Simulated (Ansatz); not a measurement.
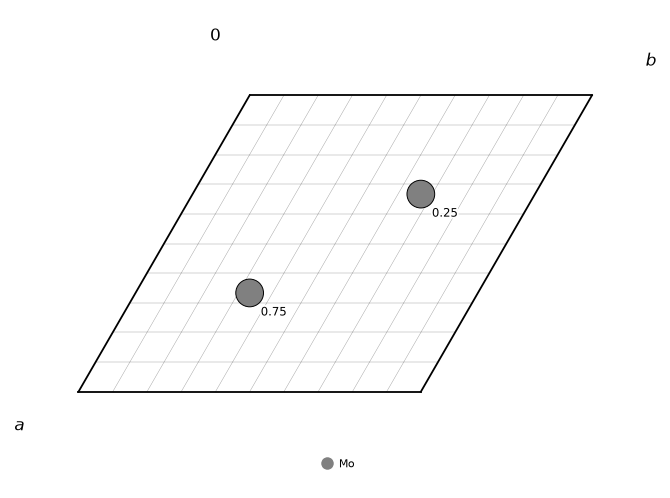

Plan of a unit cell projected along c (a down the page, b across); the numbers are heights as fractions of c, and atoms on the cell's edges are repeated. The grid marks tenths of a and b. Source: the input geometry of an electronic-structure calculation (not necessarily at equilibrium); the starting structure was generated, so it need not be a known form of this composition. All values are computed from the atomic coordinates in the standard setting (tolerance 0.002 Å).

a = 2.760 Å, b = 2.760 Å, c = 4.886 Å, α = 90.00°, β = 90.00°, γ = 120.00°.

Q: What does the cell contain?

A: 2 Mo: Mo, Z = 2.

Q: Give the fractional coordinates of all atoms, to two places.

A:
```json
{"atom": "Mo", "x": "0.33", "y": "0.67", "z": "0.25"}
{"atom": "Mo", "x": "0.67", "y": "0.33", "z": "0.75"}
```
